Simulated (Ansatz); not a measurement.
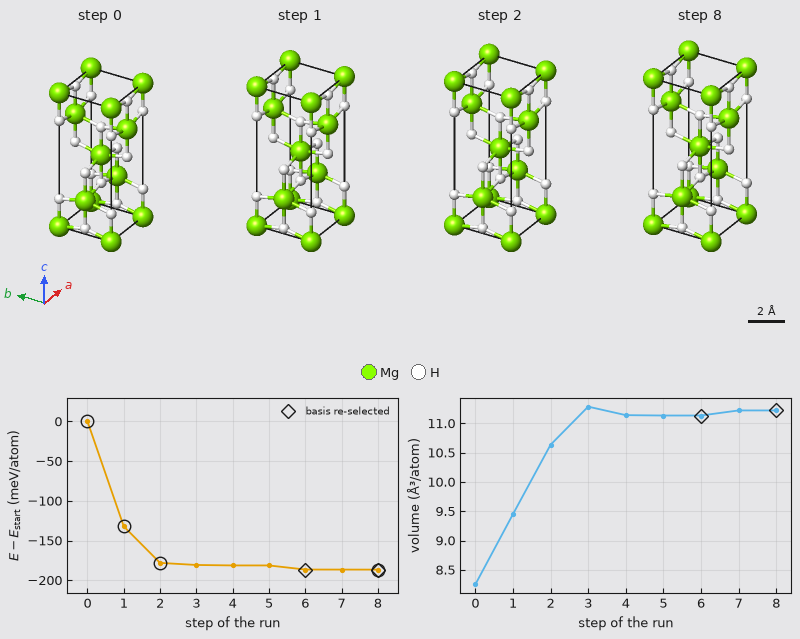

Frames of a relaxation of a crystal of MgH2 (built on the anatase type), marked on the history of the run. Style: ball-and-stick. Shown: the conventional cell (2 times the calculation's cell), from a free direction. Lengths and directions refer to the drawn axes.

The calculation used DFT, PBEsol, plane waves, PAW in Ansatz 0.2.0.

Input
```yaml
crystal:
  lattice:
    - [-1.70205221, 1.70205221, 4.2721510471]
    - [1.70205221, -1.70205221, 4.2721510471]
    - [1.70205221, 1.70205221, -4.2721510471]
  atoms:
    - { symbol: Mg, position: [0.75, 0.25, 0.5] }
    - { symbol: Mg, position: [0.0, 0.0, 0.0] }
    - { symbol: H, position: [0.542, 0.042, 0.5] }
    - { symbol: H, position: [0.792, 0.792, 0.0] }
    - { symbol: H, position: [0.208, 0.208, 0.0] }
    - { symbol: H, position: [0.958, 0.458, 0.5] }
kpoints:
  mp_grid: { grid: [8, 8, 8] }
hamiltonian:
  xc: pbesol
scf:
  occupations: { method: fermi_dirac, width: 0.03 }
relax:
  f_tol: 0.01
  cell: {}
  max_steps: 120
```

Launched with:
```bash
ansatz run input.yaml --threads 2 --pin off --max-ram 2211MiB --backend cpu --events-out ev --progress --plain --runs-dir out
```

What happens along the run?

The largest moves relative to the cell, 0.035 Å, are those of H3, H4, H5 and H6. H6 goes along +c. Mg stays in place. The volume changes by +36.0 %, with a = b 3.404 → 3.797 Å (+11.5 %), c 8.544 → 9.341 Å (+9.3 %). Among the contacts that change: Mg1–Mg2 2.731 → 3.010 Å, Mg1–H3 1.777 → 1.978 Å, Mg1–H4 1.739 → 1.932 Å. Among the angles between lasting bonds that change: Mg2–H6–Mg2 156.2° → 158.7°, H3–Mg2–H3 156.2° → 158.7°. The space group stays I4_1/amd (No. 141). Over 6 accepted moves (8 points after the start) the energy falls by 187 meV per atom. Largest force component: 0.49 eV/Å at the start, 0.0014 eV/Å at the end. The pressure goes from 24.83 to 0.01 GPa. The SCF was repeated twice at an unchanged geometry on a basis and grid sized afresh for the cell, which shifted the energy by 5.2 meV per atom at most. Cost: 31 s on 2 threads of Intel(R) Xeon(R) Processor @ 2.50GHz (Skylake/Cascade Lake), on a shared host, peak memory 0.38 GiB. From step 0 to 1: H atoms move most (0.03 Å), volume +14.5 %, energy −132 meV per atom. From step 1 to 2: volume +12.5 %, energy −45.9 meV per atom. From step 2 to 8: volume +5.5 %, energy −8.5 meV per atom.
